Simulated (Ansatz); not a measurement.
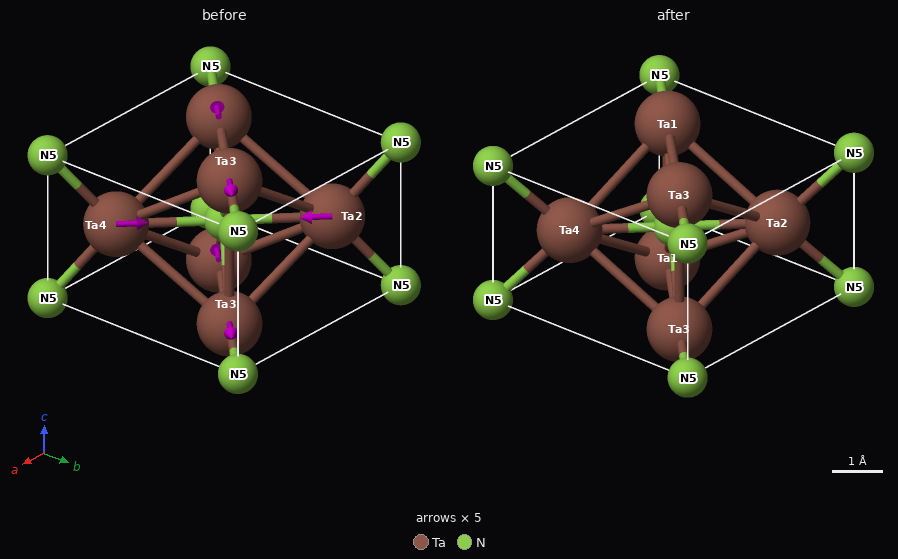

The structure of a crystal of Ta₂N (built on the rutile_136 type) (coarse preliminary run) before (left) and after (right) a relaxation, at one scale. The purple arrows give the displacements (the part carried along by the change of the cell is left out), 5 times their true length.

Style: ball-and-stick. Shown: the cell of the calculation, from a free direction.

Case: anti-rutile type (P4_2/mnm, No. 136).

Level of theory: Ansatz 0.2.0, DFT r2SCAN, scalar-relativistic, plane waves, PAW. Settings: plane-wave cutoff 500 eV; k-point mesh 4 × 4 × 6; occupations gaussian; smearing width 0.1 eV; no spin polarisation; cell and atoms relaxed; force threshold 0.04 eV/Å; at most 70 steps.

Q: Summarise the run.

A: After 3 accepted moves (4 points after the start) the energy has fallen by 143 meV per atom. The largest force component goes from 1.8 to 0.019 eV/Å. The pressure goes from −2.42 to 0.20 GPa. The SCF was repeated once at an unchanged geometry on a basis and grid sized afresh for the cell, which shifted the energy by 0.1 meV per atom at most. The largest moves relative to the cell, 0.13 Å, are those of Ta atoms. N stays in place. The volume changes by −1.9 %, with a = b 5.042 → 5.154 Å (+2.2 %), c 3.248 → 3.051 Å (−6.1 %). Some distances before and after: Ta–Ta 2.767 → 3.093 Å, Ta–Ta 3.248 → 3.051 Å, N–Ta 2.182 → 2.098 Å, N–Ta 2.133 → 2.172 Å. Among the angles between lasting bonds that change: Ta–N–Ta 99.1° → 89.2°, Ta–N–Ta 80.9° → 90.8°. The space group stays P4_2/mnm (No. 136). Cost: 24 s on 1 thread of Intel(R) Xeon(R) 6975P-C (Granite Rapids) (shared host), peak memory 0.61 GiB.
